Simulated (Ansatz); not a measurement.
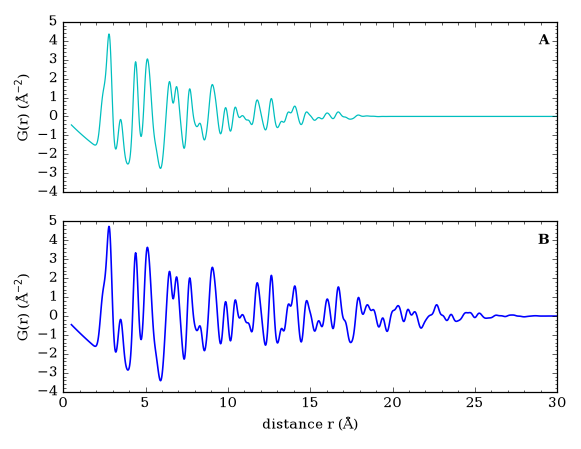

Simulated X-ray pair distribution function, G(r) = R(r)/r − 4πρ₀r, summed over the atomic distances of the structure with each pair weighted by the product of the atomic numbers (X-ray weights at Q = 0); every distance is a Gaussian of σ = 0.15 Å, for spherical particles of V with the bulk structure: the bulk G(r) is multiplied by the envelope of a sphere of diameter D, 1 − 3r/2D + r³/2D³, with no surface relaxation. The number density is 0.0742 atoms per Å³. Basis of the simulation: the end point of a relaxation with Ansatz 0.2.0, DFT, m-r2SCAN, plane waves (500 eV) with PAW, scalar-relativistic; the starting structure was generated, so it need not be a known form of this composition.

Q: The diameters are 20 and 30 Å. Which curve belongs to which?

A: curve A: 20 Å; curve B: 30 Å. The smaller the particle, the sooner the oscillations die out.
